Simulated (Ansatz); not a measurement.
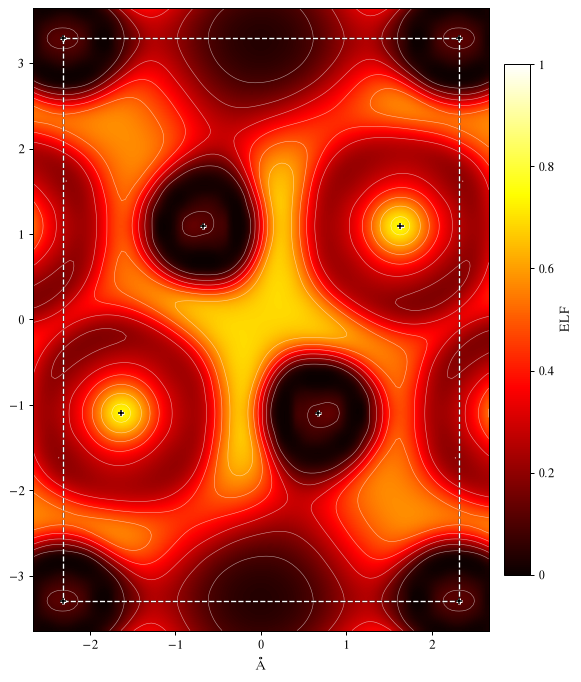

The electron localisation function on a plane through atoms (crosses mark nuclei in the plane).

Computed with DFT PBEsol, scalar-relativistic, plane waves, PAW in Ansatz 0.2.0.

Candidates:
A. Al3Ni2, a = 3.80 Å, b = 3.80 Å, c = 4.63 Å, α = 90.00°, β = 90.00°, γ = 120.00°. Space group P-3m1; a structure from a database of computed crystals, not necessarily the ambient phase; computed pressure about 30 GPa in this cell; computed without spin polarisation.
B. Ta, a = 3.28 Å, b = 3.28 Å, c = 3.28 Å, α = 90.00°, β = 90.00°, γ = 90.00°. Space group Im-3m; computed without spin polarisation.

Which candidate gave the map?

Answer. Candidate A: Al3Ni2 on the (110) plane of the conventional cell, which holds Al and Ni. Al–Ni (2.30 Å): the ELF is about 0.40 at the midpoint. Al–Al (2.57 Å): the ELF peaks at about 0.70 between the atoms.
